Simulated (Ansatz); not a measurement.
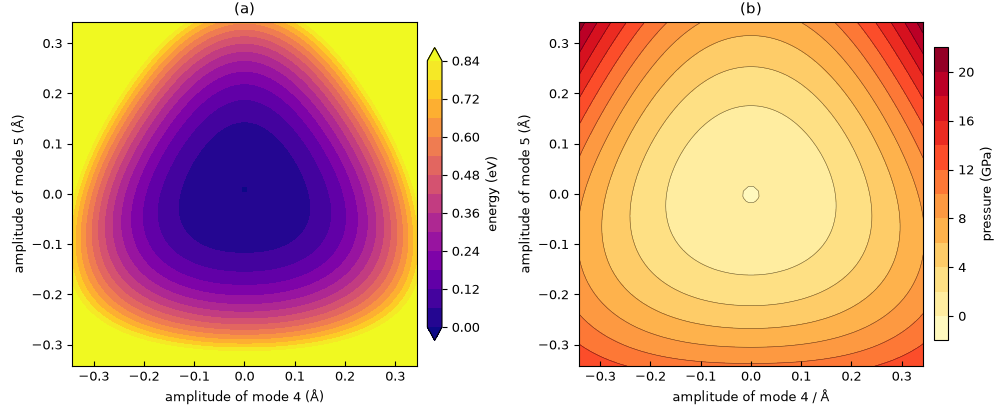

Bi (R-3m, No. 166; 2 atoms in the cell). The energy is mapped over two normal modes frozen in (zone-centre modes of the 2-atom cell of this scan). The first coordinate is: amplitude of mode 4 (58 cm⁻¹), largest displacement; the second: amplitude of mode 5 (58 cm⁻¹), largest displacement. Nothing is relaxed (the cell and all other modes fixed). Grid: 5 × 5 points; 15 points were computed and 10 follow by symmetry. Points are written as (first, second). Energies are in eV per cell, from the lowest grid point. Method: Ansatz, DFT LDA+D3(BJ), scalar-relativistic, plane waves, PAW. Settings: cutoff 420 eV, k-mesh 12×12×12, gaussian smearing 0.15 eV, no spin polarisation.

Panel (a) is the energy and panel (b) the computed pressure on the same grid.

In the figure: filled contours, one colour for all values above the top of the scale. Between grid points the surface is interpolated.

> How does the pressure vary over the map, and what is it at the lowest grid point?

It runs from 0.0 GPa at (0.000 Å, 0.000 Å) to 21.2 GPa at (−0.343 Å, 0.343 Å). At the lowest grid point, (0.000 Å, 0.000 Å), it is 0.0 GPa.
